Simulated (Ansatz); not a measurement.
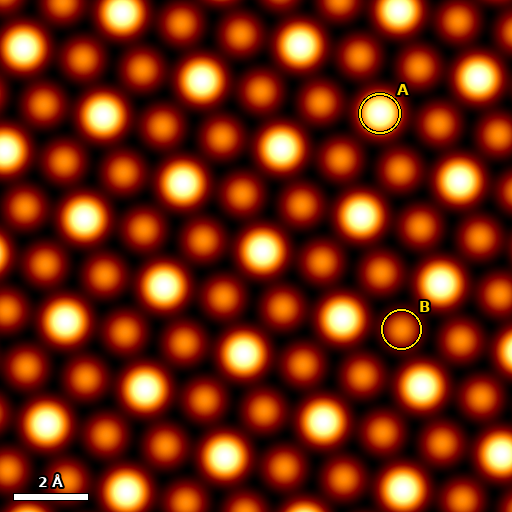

Z-contrast image of Al (P6_3/mmc, No. 194) along [001]. Simulated incoherent Z contrast: every atom adds Z^1.7 spread by a probe of 0.94 Å full width; channelling and multiple scattering are left out. The probe carries 25 % of its weight in a tail 2.5 times as wide. The display is stretched by a gamma of 0.8; percentages refer to the linear signal. Structure: coordinates from a relaxation with DFT, revPBE, plane waves (420 eV) with PAW, scalar-relativistic (Ansatz); the starting structure was generated, so it need not be a known form of this composition.

```cif
data_structure
_symmetry_space_group_name_H-M 'P6_3/mmc'
_symmetry_Int_Tables_number 194
_cell_length_a 2.8593
_cell_length_b 2.8593
_cell_length_c 9.4892
_cell_angle_alpha 90.000
_cell_angle_beta 90.000
_cell_angle_gamma 120.000
_cell_volume 67.19
loop_
_atom_site_label
_atom_site_type_symbol
_atom_site_symmetry_multiplicity
_atom_site_Wyckoff_symbol
_atom_site_fract_x
_atom_site_fract_y
_atom_site_fract_z
_atom_site_occupancy
Al1 Al 2 a 0.00000 0.00000 0.00000 1
Al2 Al 2 c 0.33333 0.66667 0.25000 1
```

**Which atoms make up the marked columns?**

A: Al (2 Al per 9.49 Å along the beam; the brightest kind). B: Al (1 Al per 9.49 Å along the beam; about 45 % of the brightest peak). Brightness is counted from the darkest point of the image.
